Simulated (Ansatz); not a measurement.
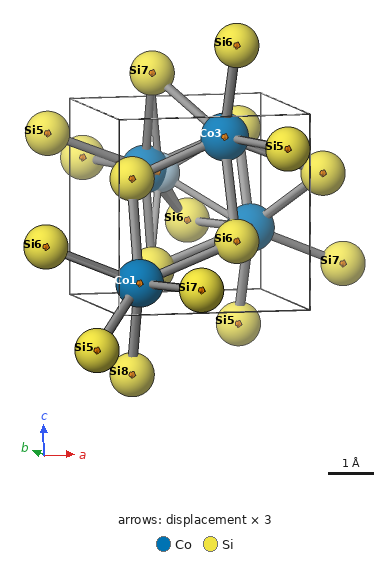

A relaxation of crystalline CoSi (set up in P1). The starting structure is drawn faded, the final one solid; orange arrows show the displacements, 3 times their true length.

Style: ball-and-stick. Shown: the cell of the calculation, slightly off an axis.

Level of theory: DFT PBE, scalar-relativistic, plane waves, PAW in Ansatz. (plane-wave cutoff 420 eV; k-point mesh 8 × 8 × 8; occupations gaussian; smearing width 0.15 eV; no spin polarisation; cell and atoms relaxed; force threshold 0.01 eV/Å; at most 80 steps)

### Atoms of which element are displaced furthest, and by how much?

Cobalt: up to 0.39 Å, against 0.06 Å for silicon.

### What happened in the run?

The energy falls by 184 meV per atom in 4 accepted moves (6 points after the start). The largest force component goes from 7 to 0.0013 eV/Å. Pressure: 9.90 GPa at the start and 0.02 GPa at the end. The SCF was repeated twice at an unchanged geometry on a basis and grid sized afresh for the cell, which shifted the energy by less than 0.05 meV per atom at most. A Co atom moves most: 0.39 Å along [−3 −1 1]. By element the largest moves are Co 0.39 Å, Si 0.06 Å. The cell doesn't change. Some distances before and after: Co–Si 2.871 → 2.433 Å, Co–Si 1.957 → 2.316 Å, Co–Co 2.381 → 2.725 Å, Co–Si 2.015 → 2.335 Å. The space group (tolerance 0.01 Å) goes from P1 (No. 1) to P2_13 (No. 198).

Limits of the set-up: an element that often carries a moment was run without spin polarisation.
